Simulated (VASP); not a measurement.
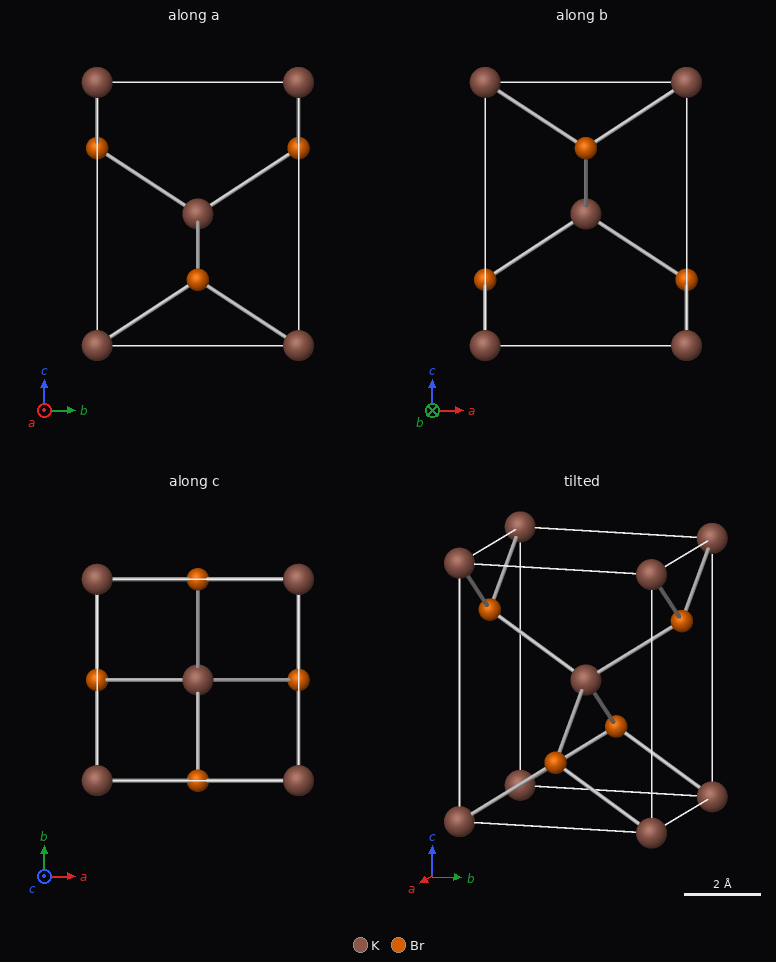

Drawn in the ball-and-stick manner and seen along the a axis, along the b axis, along the c axis and slightly off an axis. Atoms at the boundary of the conventional unit cell (the box) are drawn once for each face, edge or corner they touch.

Lattice parameters: a = 5.3464 Å, b = 5.3464 Å, c = 6.9880 Å, α = 90.000°, β = 90.000°, γ = 90.000°.

### Set out the cell and atoms as a CIF in P1 with every atom of the cell.

```cif
data_structure
_symmetry_space_group_name_H-M 'P 1'
_symmetry_Int_Tables_number 1
_cell_length_a 5.3464
_cell_length_b 5.3464
_cell_length_c 6.9880
_cell_angle_alpha 90.000
_cell_angle_beta 90.000
_cell_angle_gamma 90.000
_cell_volume 199.75
loop_
_atom_site_label
_atom_site_type_symbol
_atom_site_fract_x
_atom_site_fract_y
_atom_site_fract_z
_atom_site_occupancy
K1 K 0.0000 0.0000 0.0000 1
Br1 Br 0.0000 0.5000 0.2500 1
K2 K 0.5000 0.5000 0.5000 1
Br2 Br 0.5000 0.0000 0.7500 1
```

The cell started as a structure type filled with these elements by a generator (whether the compound takes this form wasn't checked). The cell was then strained or its atoms displaced on purpose. A calculation with VASP used it as input.
